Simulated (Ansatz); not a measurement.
Ca. A set of calculations on one system.

Space group Im-3m. This isn't the usual form at ambient conditions.

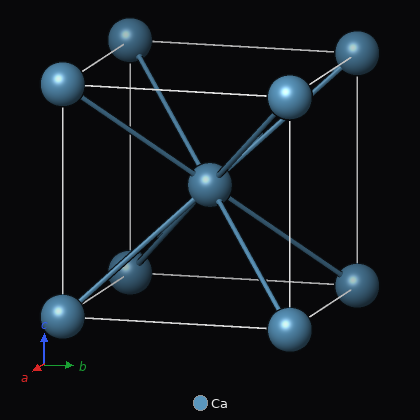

The conventional cell.

The calculation's input:

```
crystal:
  lattice:
    - [-2.24, 2.24, 2.24]
    - [2.24, -2.24, 2.24]
    - [2.24, 2.24, -2.24]
  atoms:
    - { symbol: Ca, position: [0.0, 0.0, 0.0] }
basis:
  ecutwfc: 420
  fft_grid_basis: typed
kpoints:
  mp_grid: { grid: [10, 10, 10] }
hamiltonian:
  xc: pbe
  pseudopotentials: { kind: paw }
scf:
  occupations: { method: gaussian, width: 0.05 }
output:
  forces: true
  stress: true
  eigenvalues: true
  bader: true
  write_density: true
  volumetric_format: npy
  elf: true
```

Run with:

```sh
ansatz run input.yaml --threads 1 --pin off --max-ram 2560MiB --backend cpu --events-out ev --progress --plain --runs-dir out
```

The picture shows the conventional cell (a = 4.48 Å, b = 4.48 Å, c = 4.48 Å, α = 90.00°, β = 90.00°, γ = 90.00°).

The calculation used DFT PBE, scalar-relativistic, plane waves, PAW in Ansatz 0.2.0.

Core electrons are frozen (PAW), so the maps are meaningful between the atoms, not at the nuclei.

## 1. Bonding charge

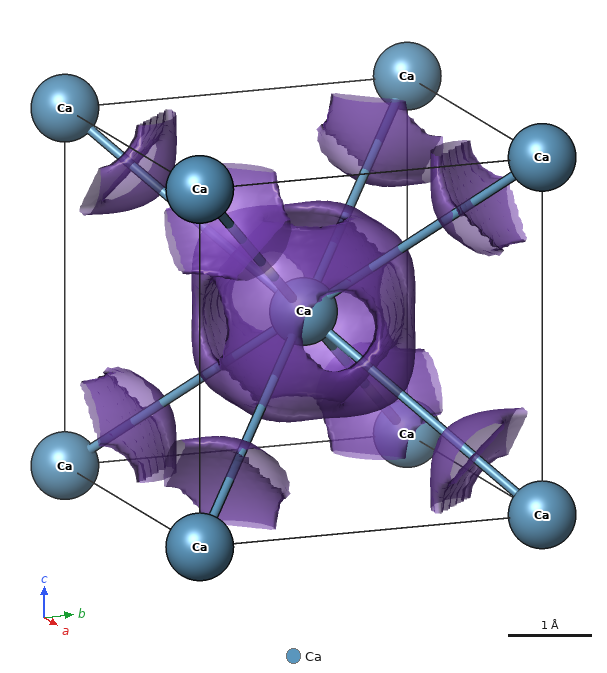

Bonding charge density, ρ(crystal) − Σ ρ(neutral atoms): purple surfaces at −0.008, none at +0.008 e/Å³, in the conventional cell seen slightly off an axis (the regions close to the nuclei are left out). Cores are masked to 1.0 Å (Ca).

Describe the bonding charge.

Answer. Over the whole cell, outside the masked cores, the largest gain, 0.008 e/Å³, lies 2.5 Å from a calcium nucleus, and the largest loss, 0.011 e/Å³, lies 1.2 Å from a calcium nucleus.
In all about 0.12 e an atom is rearranged against the free atoms.

## 2. States by energy

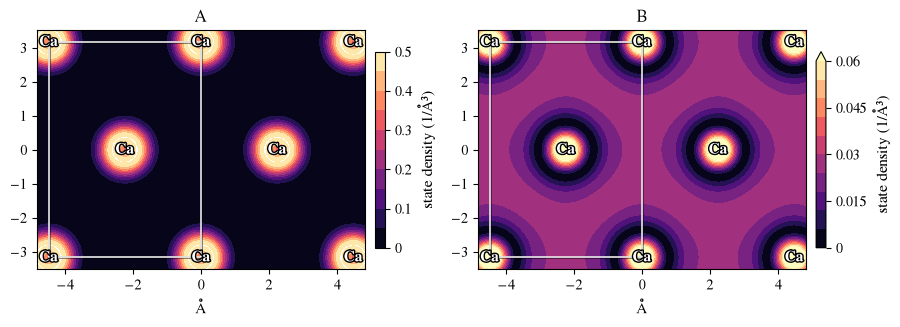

Ca: densities of the states in two energy windows, on the (101) plane of the conventional cell.

The windows, about the Fermi level, are −23.30 to −23.13 eV and −4.0 to −2.6 eV. Which panel shows which?

Answer. Panel A: −23.30 to −23.13 eV, a separate group of bands (semicore or deep states), mainly Ca 3p (over 95 %).
Panel B: −4.0 to −2.6 eV, the lower third of the occupied valence band, mainly Ca 4s (over 95 %).
The characters are Löwdin shares on a minimal set of atomic orbitals.

## 3. Change of volume

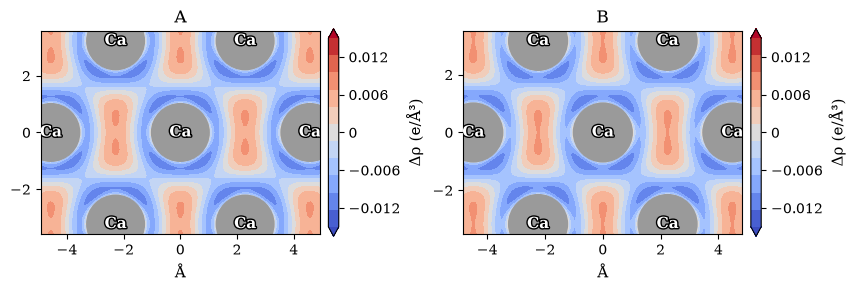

Ca: deformation density on the (011̄) plane of the conventional cell at two volumes, with the same fractional coordinates and one colour scale. Grey discs cover the cores. Panel A has 106 % of the volume of panel B.

What changes between the database cell and the scaled one?

Answer. The pressure is −1.0 GPa in B and −1.7 GPa in A. The rearranged charge is 0.12 e an atom in B and 0.13 e in A.

## 4. Putting it together

The two pressures give a mean stiffness −ΔP/Δln V of about 13 GPa over this range, with the atoms held at their fractional positions.
